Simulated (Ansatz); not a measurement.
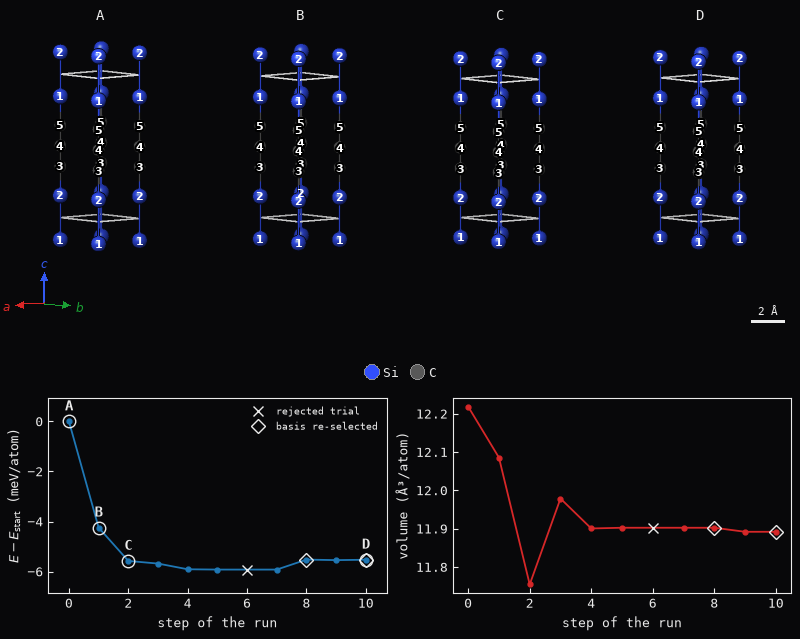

Frames of a relaxation of solid Si2C3 (a generated structure, set up in P6/mmm), marked on the history of the run. A ball-and-stick model of the cell of the calculation, seen from a free direction.

These are results of DFT PBE, scalar-relativistic, plane waves, PAW in Ansatz, not measurements. Settings: plane-wave cutoff 420 eV; k-point mesh 18 × 18 × 4; occupations gaussian; smearing width 0.1 eV; no spin polarisation; cell and atoms relaxed; force threshold 0.01 eV/Å; at most 80 steps.

Describe the path.

Answer. The largest moves relative to the cell, 0.079 Å, are those of Si1 and Si2. Si1 goes along +c. Largest moves by element: Si 0.079 Å, C 0.032 Å. Cell: a = b 2.811 → 2.809 Å (−0.1 %), c 8.927 → 8.701 Å (−2.5 %). Volume −2.7 %. Near-neighbour distances that change, for instance: Si1–Si2 2.756 → 2.529 Å. The space group stays P6/mmm (No. 191). Over 7 accepted moves (10 points after the start) the energy falls by 5.5 meV per atom. Largest force component: 0.32 eV/Å at the start, 0.0003 eV/Å at the end. Pressure: −0.09 GPa at the start and 0.00 GPa at the end. The line search rejected the trial step at point 6 of the run. At 2 points the geometry stayed and the basis and grid were re-selected for the new cell (energy shift of 0.4 meV per atom at most each time). From step 0 to 1: Si atoms move most (0.04 Å), volume −1.1 %, energy −4.2 meV per atom. From step 1 to 2: Si atoms move most (0.06 Å), volume −2.7 %, energy −1.3 meV per atom. From step 2 to 10: Si atoms move most (0.02 Å), volume +1.2 %, energy +0.0 meV per atom.

```csv
step,"E − E(0), meV/atom","largest force component, eV/Å","pressure, GPa","volume, Å³/atom",note
0,0.00,0.3160,-0.09,12.219,
1,-4.24,0.1469,-0.34,12.086,
2,-5.58,0.1571,0.43,11.755,
3,-5.68,0.0263,-0.32,11.979,
4,-5.91,0.0413,0.13,11.901,
5,-5.92,0.0051,0.01,11.903,
6,-5.92,0.0154,0.04,11.902,rejected
7,-5.92,0.0006,0.00,11.903,
8,-5.52,0.0012,-0.05,11.903,"same geometry, new basis"
9,-5.54,0.0003,0.00,11.892,
10,-5.53,0.0003,0.00,11.892,"same geometry, new basis"
```
